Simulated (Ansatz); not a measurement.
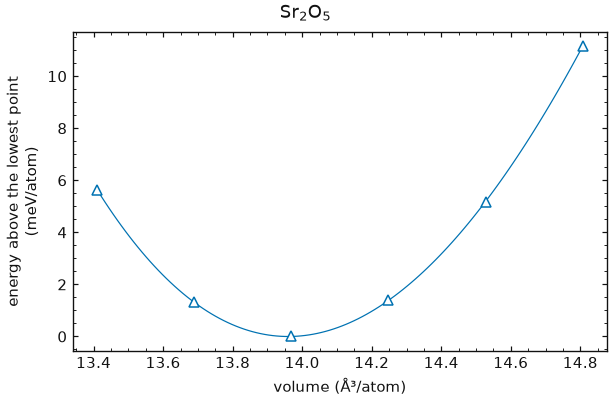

The figure shows the energy above the lowest point against volume for Sr₂O₅, space group Pn-3m (No. 224) (one of a set of cubic test structures, which need not be the stable phase).

How it was computed, with Ansatz 0.2.0 development build: equation of state of a cubic crystal from periodic Kohn-Sham density functional theory without spin, third-order Birch-Murnaghan fit to the free energies; pressure corrected for the finite basis. Level: PBE.

```tsv
setting	value
structure type	cubic X2O5
atoms in cell	14
space group number	224
lattice centring	simple cubic
k mesh	10×10×10
occupation method	Fermi–Dirac
occupation width	0.06123 eV
wave cutoff	700 eV
datasets	soft-1 PAW
density tolerance	1e-09 eV
bands	64
density cutoff ratio	4
search for lower states	default
```

From this curve and the settings, what does the calculation give for the pressure at the same points?

The pressure falls from 3.410 GPa at volume 13.41 Å³/atom to −3.997 GPa at 14.81 Å³/atom, and changes sign near 13.96 Å³/atom.

```tsv
volume (Å³/atom)	pressure (GPa)
13.41	3.410
13.69	1.586
13.97	-0.050
14.25	-1.512
14.53	-2.823
14.81	-3.997
```

Limits of the calculation: cubic model structure, not the ambient form; modest k-mesh, values are not fully converged in k; no spin polarisation, a magnetic state may lie lower.
